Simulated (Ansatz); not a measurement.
## Electronic structure of N in real space

Input

```
crystal:
  lattice:
    - [0.0, 1.5701702147, 1.5701702147]
    - [1.5701702147, 0.0, 1.5701702147]
    - [1.5701702147, 1.5701702147, 0.0]
  atoms:
    - { symbol: "N", position: [0.0, 0.0, 0.0] }
basis:
  ecutwfc: 420
kpoints:
  mp_grid: { grid: [22, 22, 22] }
hamiltonian:
  xc: pbe
scf:
  occupations: { method: gaussian, width: 0.1 }
output:
  forces: true
  stress: true
  eigenvalues: true
  populations: true
  write_density: true
  write_potential: true
  elf: true
  volumetric_format: npy
```

Run with:

```sh
ansatz run input.yaml --threads 1 --pin off --max-ram 1331MiB --backend cpu --events-out ev --progress --plain --runs-dir out
```

Below, planes, directions and counts refer to the conventional cell (a = 3.14 Å, b = 3.14 Å, c = 3.14 Å, α = 90.00°, β = 90.00°, γ = 90.00°).

Space group Fm-3m; a structure from a database of computed crystals, not necessarily the ambient phase; changed on purpose from its base cell (strained and moved within the space group); computed pressure about −3 GPa in this cell; computed without spin polarisation.

Theory: DFT PBE, scalar-relativistic, plane waves, PAW (Ansatz 0.2.0).

In a PAW calculation such maps are meaningful between the atoms, not at the nuclei.

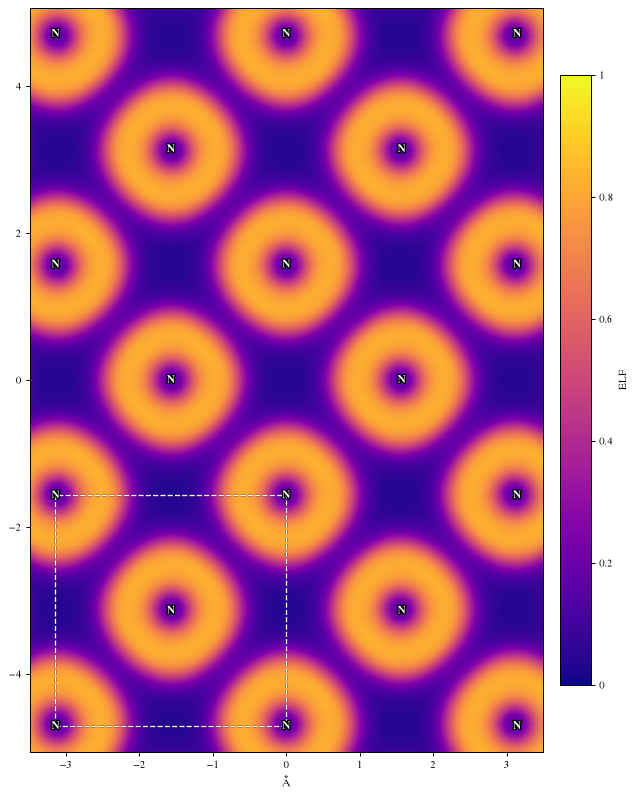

Figure 1. Electron localisation function on the (010) plane of the conventional cell.

Read the bonding off the picture.

- Atoms in the plane: N.
- N–N (2.22 Å): the ELF peaks at about 0.85 in the valence shell of N, 0.6 Å from its nucleus, and drops to about 0.20 between the two atoms.

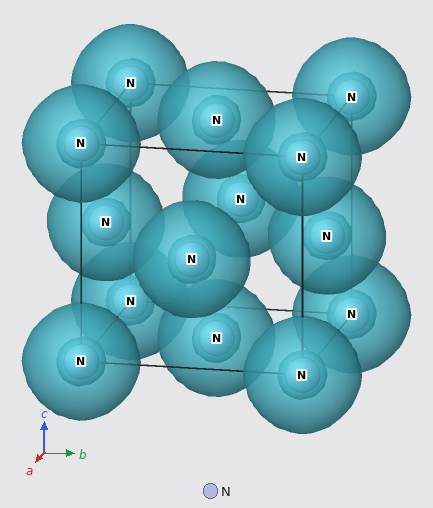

Figure 2. Isosurface of the electron localisation function at 0.65 (cyan), seen slightly off an axis. Only the valence region is drawn (cores and ρ < 0.01 e/Å³ removed).

Where are the electrons localised?

The surface consists of four regions wrapped around N (the valence shell of each), counted in one cell of 4 atoms. Regions shared between cells count once.

Does the calculation give a band gap?

It is gapless in this calculation (a metal or semimetal).
